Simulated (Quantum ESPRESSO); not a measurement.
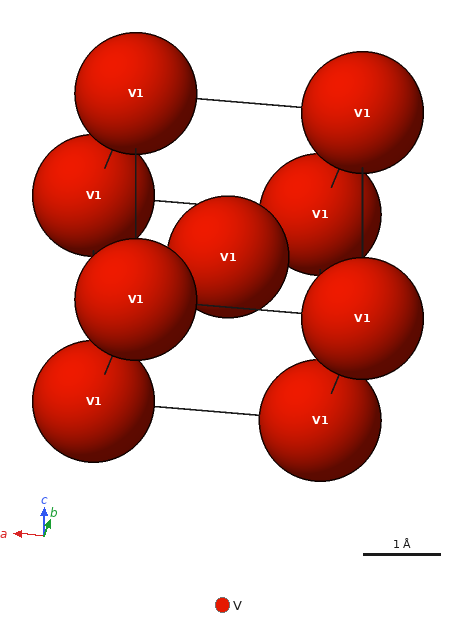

**Figure 1.** The structure as given in the input (spheres-only view of the cell 2 times as large as that of the calculation, set on its symmetry axes, seen at an oblique angle; atoms are numbered from 1 in the order of the input). An atom can appear more than once, as a periodic image.

## V: band-structure run (part 1 of 2)

The run: band-structure run of V (Im-3m, 1 atom in the cell). Method and program: Kohn-Sham DFT of a periodic cell, PBE with D3(BJ) two-body, DFT+U, PseudoDojo 0.5 SR PBE standard (Quantum ESPRESSO 7.5).

The structure derives from an entry of the Crystallography Open Database.

Log:
```
This program is part of the open-source Quantum ESPRESSO suite
     for quantum simulation of materials; please cite
         "P. Giannozzi et al., J. Phys.:Condens. Matter 21 395502 (2009);
         "P. Giannozzi et al., J. Phys.:Condens. Matter 29 465901 (2017);
         "P. Giannozzi et al., J. Chem. Phys. 152 154105 (2020);
          URL
     in publications or presentations arising from this work. More details at

     Fixed quantization axis for GGA:     0.000000    0.000000    1.000000
     Message from routine setup:
     using ibrav=0 with symmetry is DISCOURAGED, use correct ibrav instead

     G-vector sticks info
     --------------------
     sticks:   dense  smooth     PW     G-vecs:    dense   smooth      PW
     Sum         623     623    181                 9861     9861    1601

     Using Slab Decomposition

     bravais-lattice index     =            0
     lattice parameter (alat)  =       4.9566  a.u.
     unit-cell volume          =      93.7423 (a.u.)^3
     number of atoms/cell      =            1
     number of atomic types    =            1
     number of electrons       =        13.00
     number of Kohn-Sham states=           30
     kinetic-energy cutoff     =      84.0000  Ry
     charge density cutoff     =     336.0000  Ry
     scf convergence threshold =      2.0E-10
     mixing beta               =       0.3000
     number of iterations used =            8  plain     mixing
     Exchange-correlation= PBE
                           (   1   4   3   4   0   0   0)
     Noncollinear calculation without spin-orbit

     Hubbard projectors: ortho-atomic
     Hubbard parameters of DFT+U (Dudarev formulation) in eV:
     U(V-3d) =  5.3000

     Internal variables: lda_plus_u =T, lda_plus_u_kind = 0

     Internal variables: orbital_resolved =F, hub_pot_fix =F, apply_U = F

     celldm(1)=   4.956621  celldm(2)=   0.000000  celldm(3)=   0.000000
     celldm(4)=   0.000000  celldm(5)=   0.000000  celldm(6)=   0.000000

     crystal axes: (cart. coord. in units of alat)
               a(1) = (  -0.577350   0.577350   0.577350 )
               a(2) = (   0.577350  -0.577350   0.577350 )
               a(3) = (   0.577350   0.577350  -0.577350 )

     reciprocal axes: (cart. coord. in units 2 pi/alat)
               b(1) = ( -0.000000  0.866025  0.866025 )
               b(2) = (  0.866025 -0.000000  0.866025 )
               b(3) = (  0.866025  0.866025  0.000000 )

     PseudoPot. # 1 for V  read from file:
     V.upf
     Pseudo is Norm-conserving + core correction, Zval = 13.0
     Generated using ONCVPSP code by D. R. Hamann
     Using radial grid of 1536 points,  6 beta functions with:
                l(1) =   0
                l(2) =   0
                l(3) =   1
                l(4) =   1
                l(5) =   2
                l(6) =   2

     atomic species   valence    mass     pseudopotential
     V                13.00    50.94150     V ( 1.00)

     16 Sym. Ops., with inversion, found

   Cartesian axes

     site n.     atom                  positions (alat units)
         1        V      tau(   1) = (   0.0000000   0.0000000   0.0000000  )

     --------------------------------------------
     DFT-D3 Dispersion Correction (no 3-body):
     --------------------------------------------
       Reference C6 values for interpolation:

         atom   Coordination number   C6
         V          0.000          2232.20
         V          1.914           580.29
         V          2.911           538.67

       Values used:

         atom   Coordination number  R0_AB[au]  C6      C8
         V         12.600            3.516    538.67  59684.75

         Molecular C6 ( Ry / a.u.^6 ) =       538.67

     number of k points=    18  Marzari-Vanderbilt smearing, width (Ry)=  0.0147
                       cart. coord. in units 2pi/alat
        k(    1) = (   0.0000000   0.0000000   0.0000000), wk =   0.0080000
        k(    2) = (   0.1732051   0.1732051   0.0000000), wk =   0.0320000
        k(    3) = (   0.3464102   0.3464102   0.0000000), wk =   0.0320000
        k(    4) = (   0.3464102   0.1732051   0.1732051), wk =   0.1280000
        k(    5) = (   0.5196152   0.3464102   0.1732051), wk =   0.0640000
        k(    6) = (   0.3464102   0.3464102   0.3464102), wk =   0.0640000
        k(    7) = (   0.0000000   0.0000000   0.3464102), wk =   0.0160000
        k(    8) = (   0.0000000  -0.1732051   0.5196152), wk =   0.0640000
        k(    9) = (  -0.6928203  -0.1732051  -0.1732051), wk =   0.0640000
        k(   10) = (   0.0000000   0.0000000   0.6928203), wk =   0.0160000
        k(   11) = (   0.1732051  -0.0000000   0.1732051), wk =   0.0640000
        k(   12) = (   0.3464102  -0.0000000   0.3464102), wk =   0.0640000
        k(   13) = (   0.1732051   0.1732051   0.3464102), wk =   0.0640000
        k(   14) = (   0.3464102   0.1732051   0.5196152), wk =   0.1280000
        k(   15) = (   0.0000000   0.3464102   0.0000000), wk =   0.0320000
        k(   16) = (  -0.1732051   0.5196152   0.0000000), wk =   0.0640000
        k(   17) = (   0.5196152   0.0000000  -0.1732051), wk =   0.0640000
        k(   18) = (  -0.0000000   0.6928203  -0.0000000), wk =   0.0320000

     Dense  grid:     9861 G-vectors     FFT dimensions: (  30,  30,  30)

     Generating pointlists ...
     new r_m :   0.4125 (alat units)  2.0446 (a.u.) for type    1

     Initial potential from superposition of free atoms

     starting charge      12.9990, renormalised to      13.0000

     STARTING HUBBARD OCCUPATIONS:

     ================= HUBBARD OCCUPATIONS ================
     ------------------------ ATOM    1 ------------------------
     Tr[ns(  1)] (up, down, total) =   3.00000  0.00000  3.00000
     eigenvalues:
       0.000  0.000  0.000  0.000  0.000  0.600  0.600  0.600  0.600  0.600
     eigenvectors (columns):
       0.000  0.000  0.000  0.000  0.000  1.000  0.000  0.000  0.000  0.000
       0.000  0.000  0.000  0.000  0.000  0.000  1.000  0.000  0.000  0.000
       0.000  0.000  0.000  0.000  0.000  0.000  0.000  1.000  0.000  0.000
       0.000  0.000  0.000  0.000  0.000  0.000  0.000  0.000  1.000  0.000
       0.000  0.000  0.000  0.000  0.000  0.000  0.000  0.000  0.000  1.000
       1.000  0.000  0.000  0.000  0.000  0.000  0.000  0.000  0.000  0.000
       0.000  1.000  0.000  0.000  0.000  0.000  0.000  0.000  0.000  0.000
       0.000  0.000  1.000  0.000  0.000  0.000  0.000  0.000  0.000  0.000
       0.000  0.000  0.000  1.000  0.000  0.000  0.000  0.000  0.000  0.000
       0.000  0.000  0.000  0.000  1.000  0.000  0.000  0.000  0.000  0.000
     occupations, | n_(i1, i2)^(sigma1, sigma2) |:
       0.600  0.000  0.000  0.000  0.000  0.000  0.000  0.000  0.000  0.000
       0.000  0.600  0.000  0.000  0.000  0.000  0.000  0.000  0.000  0.000
       0.000  0.000  0.600  0.000  0.000  0.000  0.000  0.000  0.000  0.000
       0.000  0.000  0.000  0.600  0.000  0.000  0.000  0.000  0.000  0.000
       0.000  0.000  0.000  0.000  0.600  0.000  0.000  0.000  0.000  0.000
       0.000  0.000  0.000  0.000  0.000  0.000  0.000  0.000  0.000  0.000
       0.000  0.000  0.000  0.000  0.000  0.000  0.000  0.000  0.000  0.000
       0.000  0.000  0.000  0.000  0.000  0.000  0.000  0.000  0.000  0.000
       0.000  0.000  0.000  0.000  0.000  0.000  0.000  0.000  0.000  0.000
       0.000  0.000  0.000  0.000  0.000  0.000  0.000  0.000  0.000  0.000
     Atomic magnetic moment mx, my, mz =     0.000000    0.000000    3.000000

     Number of occupied Hubbard levels =    3.0000

 ==============================================================================
     atom number    1 relative position :    0.0000   0.0000   0.0000
     charge :    11.459361  (integrated on a sphere of radius 0.413)
     magnetization :          0.000000    0.000000    1.762450
     magnetization/charge:    0.000000    0.000000    0.153800
     polar coord.: r, theta, phi [deg] :     1.762450    0.000000  360.000000

 ==============================================================================

     Atomic wfc used for Hubbard projectors are orthogonalized

     Starting wfcs are   20 randomized atomic wfcs +   10 random wfcs

     Self-consistent Calculation

     iteration #  1     ecut=    84.00 Ry     beta= 0.30
     Davidson diagonalization with overlap
     ethr =  1.00E-02,  avg # of iterations =  4.2

     ================= HUBBARD OCCUPATIONS ================
     ------------------------ ATOM    1 ------------------------
     Tr[ns(  1)] (up, down, total) =   3.31022  0.55116  3.86138
     eigenvalues:
       0.074  0.074  0.074  0.165  0.165  0.622  0.622  0.689  0.689  0.689
     eigenvectors (columns):
      -0.000 -0.000  0.000  0.000 -0.000 -0.959  0.000  0.000  0.000 -0.000
       0.000 -0.000  0.000 -0.000  0.000 -0.000  0.000 -0.000 -0.000  0.295
       0.000 -0.000  0.000 -0.000  0.000  0.000  0.000  0.000  0.707  0.643
      -0.000 -0.000 -0.000 -0.000  0.000  0.000  0.217  0.000 -0.000 -0.000
       0.000  0.000  0.000 -0.000 -0.000 -0.000  0.000 -0.473 -0.000 -0.000
      -0.000  0.000 -0.000  0.000  0.993 -0.000 -0.000  0.000  0.000 -0.000
      -0.707 -0.000  0.707  0.000 -0.000  0.000  0.000  0.000  0.000 -0.000
      -0.012 -0.000  0.012  0.000  0.000  0.000  0.000  0.000  0.000 -0.000
       0.000 -0.000 -0.000 -0.000  0.000  0.000 -0.000 -0.000 -0.000 -0.000
      -0.000  1.000 -0.000 -0.000 -0.000 -0.000 -0.000 -0.000  0.000  0.000
     occupations, | n_(i1, i2)^(sigma1, sigma2) |:
       0.622  0.000  0.000  0.000  0.000  0.000  0.000  0.000  0.000  0.000
       0.000  0.689  0.000  0.000  0.000  0.000  0.000  0.000  0.000  0.000
       0.000  0.000  0.689  0.000  0.000  0.000  0.000  0.000  0.000  0.000
       0.000  0.000  0.000  0.622  0.000  0.000  0.000  0.000  0.000  0.000
       0.000  0.000  0.000  0.000  0.689  0.000  0.000  0.000  0.000  0.000
       0.000  0.000  0.000  0.000  0.000  0.165  0.000  0.000  0.000  0.000
       0.000  0.000  0.000  0.000  0.000  0.000  0.074  0.000  0.000  0.000
       0.000  0.000  0.000  0.000  0.000  0.000  0.000  0.074  0.000  0.000
       0.000  0.000  0.000  0.000  0.000  0.000  0.000  0.000  0.165  0.000
       0.000  0.000  0.000  0.000  0.000  0.000  0.000  0.000  0.000  0.074
     Atomic magnetic moment mx, my, mz =    -0.000000    0.000000    2.759054

     Number of occupied Hubbard levels =    3.8614

     Threshold (ethr) on eigenvalues was too large:
     Diagonalizing with lowered threshold

     Davidson diagonalization with overlap
     ethr =  1.26E-04,  avg # of iterations =  3.1

     total energy              =    -147.23139445 Ry
     estimated scf accuracy    <       0.01675839 Ry

     total magnetization       =     0.00    -0.00     2.77 Bohr mag/cell
     absolute magnetization    =     2.77 Bohr mag/cell

     iteration #  2     ecut=    84.00 Ry     beta= 0.30
     Davidson diagonalization with overlap
     ethr =  1.29E-04,  avg # of iterations =  1.3

     total energy              =    -147.24032397 Ry
     estimated scf accuracy    <       0.00449965 Ry

     total magnetization       =     0.00     0.00     2.76 Bohr mag/cell
     absolute magnetization    =     2.76 Bohr mag/cell

     iteration #  3     ecut=    84.00 Ry     beta= 0.30
     Davidson diagonalization with overlap
     ethr =  3.46E-05,  avg # of iterations =  1.1

     total energy              =    -147.24581252 Ry
     estimated scf accuracy    <       0.00258125 Ry

     total magnetization       =     0.00     0.00     2.83 Bohr mag/cell
     absolute magnetization    =     2.83 Bohr mag/cell

     iteration #  4     ecut=    84.00 Ry     beta= 0.30
     Davidson diagonalization with overlap
     ethr =  1.99E-05,  avg # of iterations =  2.5

     total energy              =    -147.24789517 Ry
     estimated scf accuracy    <       0.00090401 Ry

     total magnetization       =     0.00     0.00     2.88 Bohr mag/cell
     absolute magnetization    =     2.88 Bohr mag/cell

     iteration #  5     ecut=    84.00 Ry     beta= 0.30
     Davidson diagonalization with overlap
     ethr =  6.95E-06,  avg # of iterations =  1.7

     total energy              =    -147.24867224 Ry
     estimated scf accuracy    <       0.00083312 Ry

     total magnetization       =    -0.00    -0.00     2.87 Bohr mag/cell
     absolute magnetization    =     2.87 Bohr mag/cell

     iteration #  6     ecut=    84.00 Ry     beta= 0.30
     Davidson diagonalization with overlap
     ethr =  6.41E-06,  avg # of iterations =  1.1

     total energy              =    -147.24028501 Ry
     estimated scf accuracy    <       0.00125695 Ry

     total magnetization       =    -0.00     0.00     2.87 Bohr mag/cell
     absolute magnetization    =     2.87 Bohr mag/cell

     iteration #  7     ecut=    84.00 Ry     beta= 0.30
     Davidson diagonalization with overlap
     ethr =  6.41E-06,  avg # of iterations =  2.0

     total energy              =    -147.24681278 Ry
     estimated scf accuracy    <       0.00161304 Ry

     total magnetization       =     0.00     0.00     2.96 Bohr mag/cell
     absolute magnetization    =     2.96 Bohr mag/cell

     iteration #  8     ecut=    84.00 Ry     beta= 0.30
     Davidson diagonalization with overlap
     ethr =  6.41E-06,  avg # of iterations =  1.0

     total energy              =    -147.24765357 Ry
     estimated scf accuracy    <       0.00112076 Ry

     total magnetization       =     0.00     0.00     2.90 Bohr mag/cell
     absolute magnetization    =     2.90 Bohr mag/cell

     iteration #  9     ecut=    84.00 Ry     beta= 0.30
     Davidson diagonalization with overlap
     ethr =  6.41E-06,  avg # of iterations =  1.0

     total energy              =    -147.24395178 Ry
     estimated scf accuracy    <       0.00062313 Ry

     total magnetization       =     0.00     0.00     2.96 Bohr mag/cell
     absolute magnetization    =     2.96 Bohr mag/cell

     iteration # 10     ecut=    84.00 Ry     beta= 0.30
     Davidson diagonalization with overlap
     ethr =  4.79E-06,  avg # of iterations =  3.6

     total energy              =    -147.24871273 Ry
     estimated scf accuracy    <       0.00016923 Ry

     total magnetization       =     0.00     0.00     3.36 Bohr mag/cell
     absolute magnetization    =     3.36 Bohr mag/cell

[... 100 further cycles ...]
     iteration #111     ecut=    84.00 Ry     beta= 0.30
     Davidson diagonalization with overlap
     ethr =  6.23E-12,  avg # of iterations =  1.0

     total energy              =    -147.25028834 Ry
     estimated scf accuracy    <          8.2E-10 Ry

     total magnetization       =     0.00     0.00     3.70 Bohr mag/cell
     absolute magnetization    =     3.70 Bohr mag/cell

     iteration #112     ecut=    84.00 Ry     beta= 0.30
     Davidson diagonalization with overlap
     ethr =  6.23E-12,  avg # of iterations =  1.0

     total energy              =    -147.25028834 Ry
     estimated scf accuracy    <          8.0E-10 Ry

     total magnetization       =    -0.00    -0.00     3.70 Bohr mag/cell
     absolute magnetization    =     3.70 Bohr mag/cell

     iteration #113     ecut=    84.00 Ry     beta= 0.30
     Davidson diagonalization with overlap
     ethr =  6.18E-12,  avg # of iterations =  1.0

     total energy              =    -147.25028834 Ry
     estimated scf accuracy    <          8.1E-10 Ry

     total magnetization       =    -0.00     0.00     3.70 Bohr mag/cell
     absolute magnetization    =     3.70 Bohr mag/cell

     iteration #114     ecut=    84.00 Ry     beta= 0.30
     Davidson diagonalization with overlap
     ethr =  6.18E-12,  avg # of iterations =  1.0

     total energy              =    -147.25028833 Ry
     estimated scf accuracy    <          7.7E-10 Ry

     total magnetization       =     0.00    -0.00     3.70 Bohr mag/cell
     absolute magnetization    =     3.70 Bohr mag/cell

     iteration #115     ecut=    84.00 Ry     beta= 0.30
     Davidson diagonalization with overlap
     ethr =  5.95E-12,  avg # of iterations =  1.0

     total energy              =    -147.25028834 Ry
     estimated scf accuracy    <          5.7E-10 Ry

     total magnetization       =     0.00     0.00     3.70 Bohr mag/cell
     absolute magnetization    =     3.70 Bohr mag/cell

     iteration #116     ecut=    84.00 Ry     beta= 0.30
     Davidson diagonalization with overlap
     ethr =  4.36E-12,  avg # of iterations =  1.0

     total energy              =    -147.25028834 Ry
     estimated scf accuracy    <          5.3E-10 Ry

     total magnetization       =     0.00     0.00     3.70 Bohr mag/cell
     absolute magnetization    =     3.70 Bohr mag/cell

     iteration #117     ecut=    84.00 Ry     beta= 0.30
     Davidson diagonalization with overlap
     ethr =  4.06E-12,  avg # of iterations =  1.0

     total energy              =    -147.25028834 Ry
     estimated scf accuracy    <          4.9E-10 Ry

     total magnetization       =    -0.00    -0.00     3.70 Bohr mag/cell
     absolute magnetization    =     3.70 Bohr mag/cell

     iteration #118     ecut=    84.00 Ry     beta= 0.30
     Davidson diagonalization with overlap
     ethr =  3.79E-12,  avg # of iterations =  2.0
```
